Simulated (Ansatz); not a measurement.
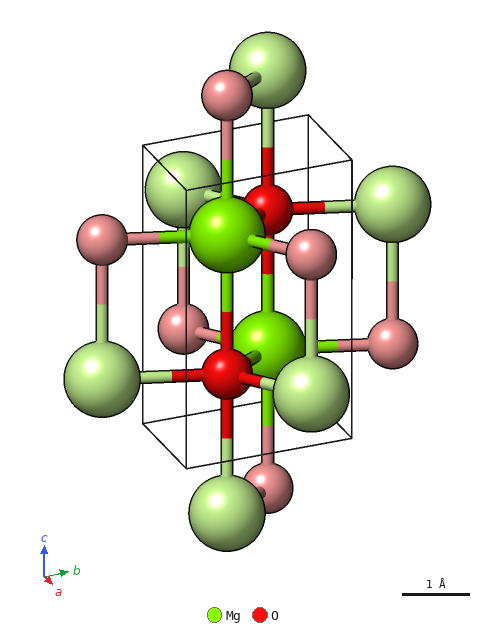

Crystal structure, ball-and-stick style, seen slightly off an axis. The conventional unit cell is outlined; an atom on or near a face, edge or corner is repeated at each equivalent position. Every bond is drawn to its end, so some atoms lie outside the box, in fainter colours.

MgO, space group P6_3/mmc (No. 194), a = 3.335 Å, b = 3.335 Å, c = 4.301 Å, α = 90.00°, β = 90.00°, γ = 120.00°. Starting structure: a structure listed in the Materials Project. The cell was then strained or its atoms displaced on purpose. An electronic-structure calculation with Ansatz was run on it.

This one geometry was computed with Ansatz (DFT, plane waves, PAW) at three levels of theory: PBE, r2SCAN and HSE06. It was relaxed with r2SCAN and then strained.

Which level gives the highest pressure at this volume, and what does that say about its equilibrium volume?

Highest: PBE (15.1 GPa), which points to the largest equilibrium volume. Lowest, with the smallest volume: r2SCAN (10.4 GPa) and HSE06 (10.4 GPa). Levels within 0.5 GPa of each other can't be told apart.

How does the band gap change with the level of theory?

PBE: a gap of 3.71 eV, direct; r2SCAN: a gap of 4.38 eV, direct; HSE06: a gap of 5.32 eV, direct.

Collect the results in a table.

| level | cutoff (eV) | k-mesh of the run's cell | gap (eV) | pressure (GPa) |
| --- | --- | --- | --- | --- |
| PBE | 420 | 12×12×6 | 3.71 | 15.1 |
| r2SCAN | 500 | 12×12×6 | 4.38 | 10.4 |
| HSE06 | 420 | 6×6×4 | 5.32 | 10.4 |

Gaps are taken on the k-mesh or band path of each run.
